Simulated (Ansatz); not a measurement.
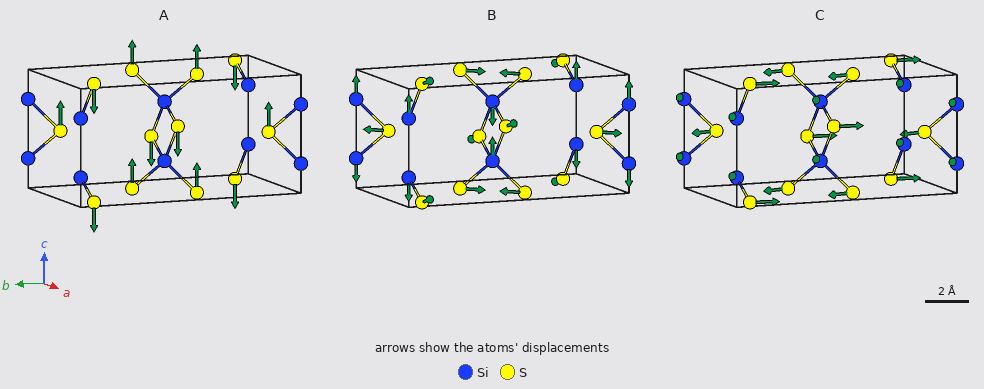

Modes of solid SiS2, space group Ibam (No. 72), at the zone centre. The green arrows are the displacements of the atoms (eigenvector over the root of the mass), of arbitrary overall length and sign. The picture is a ball-and-stick view of the conventional cell (2 times the calculation's cell), seen from a free direction. Lengths and directions refer to the drawn axes.

These are results of Ansatz 0.2.0, DFT PBE, scalar-relativistic, plane waves, PAW, not measurements.

Frequencies are those without the non-analytic (LO–TO) term.

Q: Which are infrared-active and which Raman-active?

A: A is A_u, silent by symmetry (neither infrared- nor Raman-active) (353 cm⁻¹). B is B₁g, Raman-active by symmetry (342 cm⁻¹). C is B₃u, infrared-active by symmetry (171 cm⁻¹). The crystal has a centre of inversion, so no mode is both.
